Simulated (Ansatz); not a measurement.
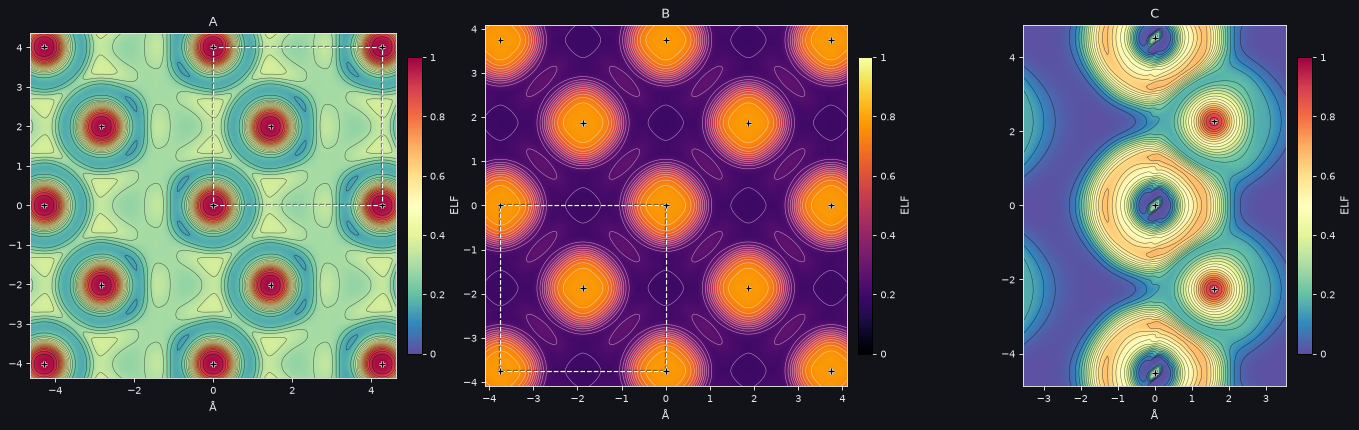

The electron localisation function of 3 systems, each on a plane through atoms (crosses mark nuclei in the plane).

These are results of Kohn-Sham DFT of a periodic cell, PBE, Ansatz PAW in Ansatz, not measurements.

System 1: Rh, the (010) plane of the conventional cell. Space group Fm-3m; computed pressure about 21 GPa in this cell.

System 2: Co, the (010) plane of the conventional cell. Space group C2/m; a structure from a database of computed crystals, not necessarily the ambient phase; changed on purpose from its base cell (atoms moved at random by about 0.05 A); computed pressure about 5 GPa in this cell; spin-polarised.

```cif
data_structure
_symmetry_space_group_name_H-M 'P 1'
_symmetry_Int_Tables_number 1
_cell_length_a 4.2816
_cell_length_b 2.4720
_cell_length_c 4.0211
_cell_angle_alpha 90.000
_cell_angle_beta 90.000
_cell_angle_gamma 90.000
_cell_volume 42.56
loop_
_atom_site_label
_atom_site_type_symbol
_atom_site_fract_x
_atom_site_fract_y
_atom_site_fract_z
_atom_site_occupancy
Co1 Co 0.32991 0.00000 0.75131 1
Co2 Co 0.82991 0.50000 0.75131 1
Co3 Co 0.16915 0.50094 0.24869 1
Co4 Co 0.66915 0.00094 0.24869 1
```

System 3: CdTe, the (110) plane of the conventional cell. Space group F-43m; computed pressure about 4 GPa in this cell.

```cif
data_structure
_symmetry_space_group_name_H-M 'P 1'
_symmetry_Int_Tables_number 1
_cell_length_a 6.4100
_cell_length_b 6.4100
_cell_length_c 6.4100
_cell_angle_alpha 90.000
_cell_angle_beta 90.000
_cell_angle_gamma 90.000
_cell_volume 263.37
loop_
_atom_site_label
_atom_site_type_symbol
_atom_site_fract_x
_atom_site_fract_y
_atom_site_fract_z
_atom_site_occupancy
Te1 Te 0.75000 0.75000 0.25000 1
Te2 Te 0.25000 0.75000 0.75000 1
Te3 Te 0.25000 0.25000 0.25000 1
Te4 Te 0.75000 0.25000 0.75000 1
Cd1 Cd 0.50000 0.50000 0.00000 1
Cd2 Cd 0.00000 0.50000 0.50000 1
Cd3 Cd 0.00000 0.00000 0.00000 1
Cd4 Cd 0.50000 0.00000 0.50000 1
```

**Match each panel to its system.**

Panel A is system 2, Co: the plane holds Co. Co–Co (2.47 Å): the ELF is about 0.25 at the midpoint (no localised pair shows between them). Panel B is system 1, Rh: the plane holds Rh. Rh–Rh (2.65 Å): the ELF is about 0.25 at the midpoint: no shared electron pair shows on this line. Panel C is system 3, CdTe: the plane holds Te and Cd. Cd–Te (2.78 Å): the ELF is about 0.50 at the midpoint and 0.15 at its lowest between the atoms.
